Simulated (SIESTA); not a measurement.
## A series of single points on CsSnI3

System: CsSnI3 (5 atoms in the cell).
Method: Kohn-Sham DFT of a periodic cell, PBE, PseudoDojo 0.4 standard, converted to PSML, no spin polarisation (SIESTA 5.4.2).

The 7 runs differ only in the geometry, by an even scaling of the cell at fixed fractional positions. The structure derives from an entry of the Crystallography Open Database.

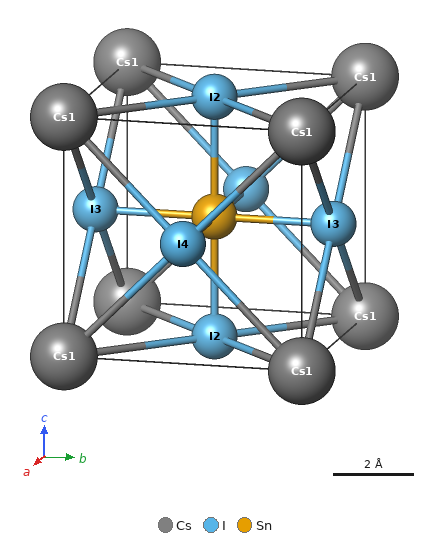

Figure 1. The structure of run 4 (ball-and-stick view of the cell of the calculation, seen slightly off an axis; atoms are numbered from 1 in the order of the input). An atom can appear more than once, as a periodic image.

**Input of run 4**
```
SystemName                      CsSnI3
SystemLabel                     CsSnI3
NumberOfSpecies                 3
NumberOfAtoms                   5
%block ChemicalSpeciesLabel
  1  55 Cs
  2  53 I
  3  50 Sn
%endblock ChemicalSpeciesLabel

LatticeConstant                 1.0 Ang
%block LatticeVectors
     6.2057000000     0.0000000000     0.0000000000
     0.0000000000     6.2057000000     0.0000000000
     0.0000000000     0.0000000000     6.2057000000
%endblock LatticeVectors
AtomicCoordinatesFormat         Fractional
%block AtomicCoordinatesAndAtomicSpecies
     0.0000000000     0.0000000000     0.0000000000  1  Cs
     0.5000000000     0.5000000000     0.0000000000  2  I
     0.5000000000     0.0000000000     0.5000000000  2  I
     0.0000000000     0.5000000000     0.5000000000  2  I
     0.5000000000     0.5000000000     0.5000000000  3  Sn
%endblock AtomicCoordinatesAndAtomicSpecies

%block kgrid.MonkhorstPack
    5   0   0  0.0
    0   5   0  0.0
    0   0   5  0.0
%endblock kgrid.MonkhorstPack
XC.Functional                   GGA
XC.Authors                      PBE
PAO.BasisSize                   DZP
PAO.EnergyShift                 0.003 Ry
Mesh.Cutoff                     500 Ry
OccupationFunction              FD
ElectronicTemperature           0.05 eV
MaxSCFIterations                120
SCF.MustConverge                false
SCF.Mixer.Method                Pulay
SCF.Mixer.Weight                0.25
SCF.Mixer.History               8
SCF.DM.Tolerance                5.0e-05
SCF.H.Tolerance                 1.0e-03 eV
WriteForces                     true
Charge.Mulliken                 end
Charge.Hirshfeld                end
Charge.Voronoi                  end
SaveRho                         true
SaveElectrostaticPotential      true
%block PAO.Basis
  Cs 5
  n=5 0 2
    4.696 0.000
  n=6 0 2
    9.500 0.000
  n=5 1 2
    5.738 0.000
  n=6 1 1
    9.500
  n=5 2 1
    7.000
  Sn 4
  n=5 0 2
    6.432 0.000
  n=5 1 2
    8.686 0.000
  n=4 2 2
    3.759 0.000
  n=5 2 1
    8.686
%endblock PAO.Basis
```

Command:
```bash
siesta CsSnI3.fdf > CsSnI3.out 2>&1
```

Lattice vectors (Å) and fractional positions of run 4:
```
   6.205700    0.000000    0.000000
   0.000000    6.205700    0.000000
   0.000000    0.000000    6.205700
Cs  0.000000  0.000000  0.000000
I   0.500000  0.500000  0.000000
I   0.500000  0.000000  0.500000
I   0.000000  0.500000  0.500000
Sn  0.500000  0.500000  0.500000
```

Run 2 has the same physical settings and fractional positions; its lattice vectors (Å) are:
```
   6.121829    0.000000    0.000000
   0.000000    6.121829    0.000000
   0.000000    0.000000    6.121829
```

**Results, with one run withheld**

```csv
run,volume per atom (Å³),"free energy per atom, from the lowest run given (meV)",pressure (GPa),gap on the mesh (eV)
1,44.929,27.64,2.04,1.71
2,45.885,?,?,?
3,46.841,9.24,1.10,1.74
4,47.797,3.93,0.69,1.76
5,48.753,0.95,0.33,1.78
6,49.709,0.00,0.00,1.80
7,50.665,0.87,−0.28,1.82
```

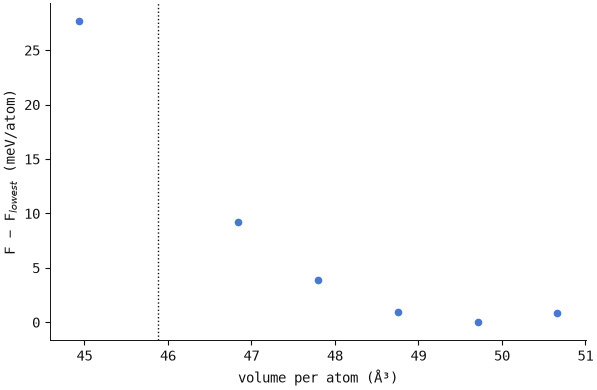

Figure 2. Free energy per atom of the runs given; the dotted line marks run 2.

Estimate the energy of run 2 from the others.

A cubic polynomial in V^(−2/3) (the Birch–Murnaghan form), fitted to the 6 runs given, misses them by at most 0.02 meV per atom. With x = V^(−2/3) − 0.07566 Å⁻², it reads F = 2.9413 + 3492.9 x + 1.0385e+06 x² + 3.0109e+06 x³ (meV per atom). At run 2 it gives 17.03 meV per atom, and the run itself gives 17.05. The slope of the fit gives a pressure −dF/dV of 1.53 GPa there, and the run prints 1.53 GPa. The fit has its minimum at 49.711 Å³ per atom, where V d²F/dV² gives 16 GPa: the bulk modulus at this level, since symmetry fixes the shape and the positions. The gap on the mesh goes, without turning, from 1.71 eV in run 1 to 1.82 eV in run 7; run 2 has 1.73 eV. These are gaps of this functional on this mesh, which can miss the band edges; they aren't the measured gap.

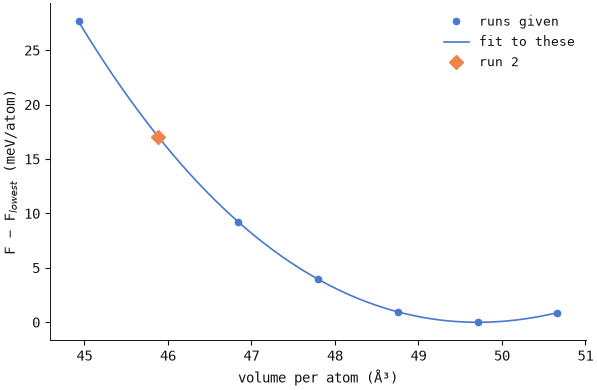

Figure 3. The fit and the withheld run.

**Some lines of the output (run 2)**
```
[...]
outcell: Cell volume (Ang**3)        :    229.4265
stepf: Fermi-Dirac step function
siesta: Etot    =     -3840.049976
siesta: FreeEng =     -3840.049976
        iscf     Eharris(eV)        E_KS(eV)     FreeEng(eV)     dDmax    Ef(eV) dHmax(eV)
siesta: E_KS(eV) =            -3840.3830
siesta: E_KS - E_eggbox =     -3840.3830
siesta: Etot    =     -3840.382996
siesta: FreeEng =     -3840.382996
siesta:         Fermi =      -4.065066
siesta: Cell volume =        229.426491 Ang**3
    Orbital volume contribution        =           5.890310 eV
```

Notes: Points of doubt noted for this run: mulliken charges of long orbitals. With a small basis of atomic orbitals these values can differ much from converged plane-wave results.
